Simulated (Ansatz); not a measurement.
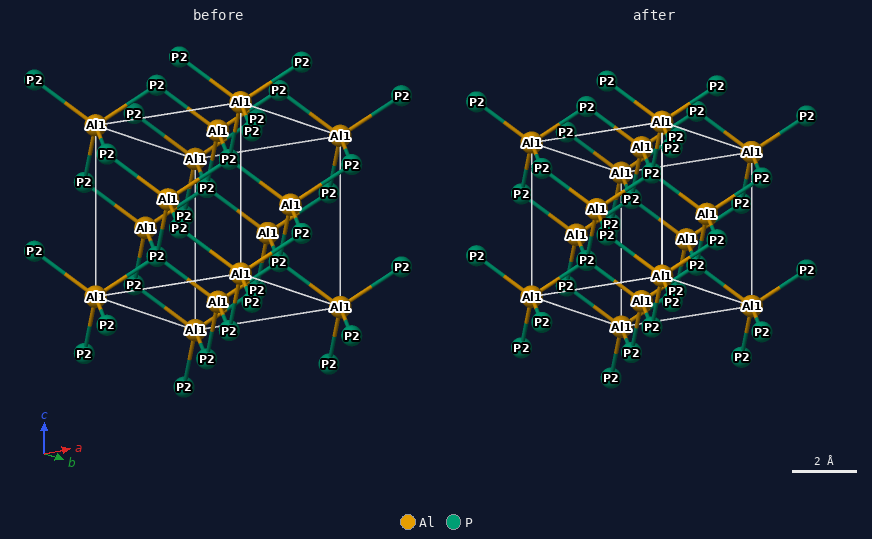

The structure of a crystal of AlP (set up in F-43m) before (left) and after (right) a relaxation, at one scale.

The picture is a ball-and-stick view of the conventional cell (4 times the calculation's cell), seen from a free direction. Lengths and directions refer to the drawn axes.

Case: relaxed at 50 GPa.

Level of theory: DFT PBE, scalar-relativistic, plane waves, PAW in Ansatz. (plane-wave cutoff 420 eV; k-point mesh 8 × 8 × 8; occupations fixed; target pressure 50 GPa; no spin polarisation; cell and atoms relaxed; force threshold 0.001 eV/Å; at most 60 steps)

Question: Summarise the run.

Answer: No atom moves by more than 0.005 Å relative to the cell. The drawn cell changes as follows: a = b = c 5.508 → 4.953 Å (−10.1 %); the volume changes by −27.3 %. Among the contacts that change: Al1–P2 2.385 → 2.145 Å. The space group stays F-43m (No. 216). After 5 accepted moves (7 points after the start) the energy has risen by 1.366 eV per cell of the calculation. With the target pressure of 50 GPa, the enthalpy E + pV changes by −2.192 eV per cell of the calculation. All forces vanish by symmetry, so only the cell relaxes. The pressure goes from 0.00 to 50.00 GPa. The SCF was repeated twice at an unchanged geometry on a basis and grid sized afresh for the cell, which shifted the energy by 0.8 meV per cell of the calculation at most. The run took 12 s on 1 thread of Intel(R) Xeon(R) Platinum 8259CL CPU @ 2.50GHz (Skylake/Cascade Lake) (shared host), peak memory 0.35 GiB.
